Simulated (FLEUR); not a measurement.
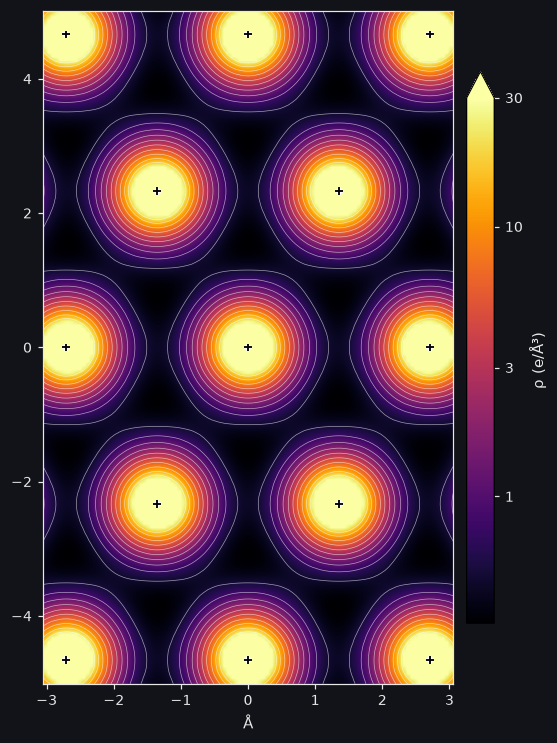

The total electron density on a plane through atoms (crosses mark nuclei in the plane).

All numbers below come from Kohn-Sham DFT of a periodic cell, PBEsol, all-electron (FLEUR).

Candidates:
A. Si2Ni, a = 5.41 Å, b = 5.41 Å, c = 5.41 Å, α = 90.00°, β = 90.00°, γ = 90.00°. Space group Fm-3m; spin-polarised.
B. CoO, a = 4.26 Å, b = 4.26 Å, c = 4.26 Å, α = 89.91°, β = 89.91°, γ = 89.91°. Space group Fm-3m; a structure from a database of computed crystals, not necessarily the ambient phase; changed on purpose from its base cell (strain component 3 = 0.01); spin-polarised.
C. Ir, a = 2.71 Å, b = 2.71 Å, c = 3.79 Å, α = 90.00°, β = 90.00°, γ = 90.00°. Space group I4/mmm; changed on purpose from its base cell (strain component 3 = -0.01).

**Which candidate gave the map?**

Candidate C: Ir on the (101) plane of the conventional cell, which holds Ir. Ir–Ir (2.70 Å): the density is about 0.47 e/Å³ at the midpoint.
